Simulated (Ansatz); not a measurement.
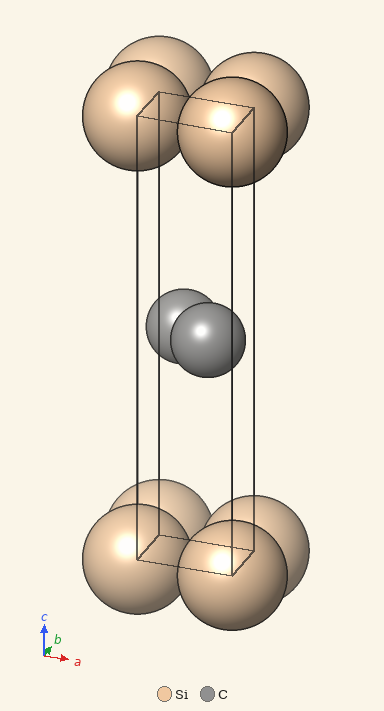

An orthographic space-filling view of the structure, slightly off an axis. Thin lines show the conventional unit cell, with boundary atoms drawn in all their periodic places. Cell: a = 2.47 Å, b = 2.47 Å, c = 9.02 Å, α = 90.00°, β = 90.00°, γ = 120.00°.

The cell started as a structure type filled with these elements by a generator (whether the compound takes this form wasn't checked). Earlier steps of the study, as a rule a relaxation of our own, may have changed the cell and positions, so they can lie some per cent off the listed ones. A calculation with Ansatz used it as input.

Describe the crystal.

Chemical formula SiC$_{2}$. Space group P6/mmm (No. 191), lattice primitive hexagonal. Among the common structure types it is AlB₂ type. With Z = 1, the cell contains 1 Si, 2 C. Each Si atom is coordinated by six Si at about 2.5 Å. C is linked to three C in a trigonal planar arrangement at about 1.4 Å.

The calculation: Ansatz, DFT PBE, scalar-relativistic, plane waves, PAW, with 420 eV cutoff, a 24×24×6 k-point grid, Gaussian smearing of 0.1 eV, no spin polarisation.

Is it conducting or gapped at this level?

A metal: bands cross the Fermi level.

What does a Bader analysis give?

Si 0.00 e; C 0.00 e.

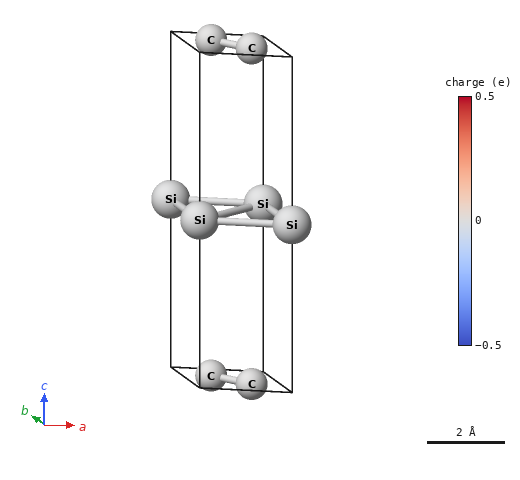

The atoms coloured by those charges. The run's cell of 3 atoms is drawn, so axes and origin can differ from the first picture.

Does the calculation find this structure at rest?

Yes. All forces vanish to within 0.01 eV/Å. The pressure is 0.0 GPa, close to zero.
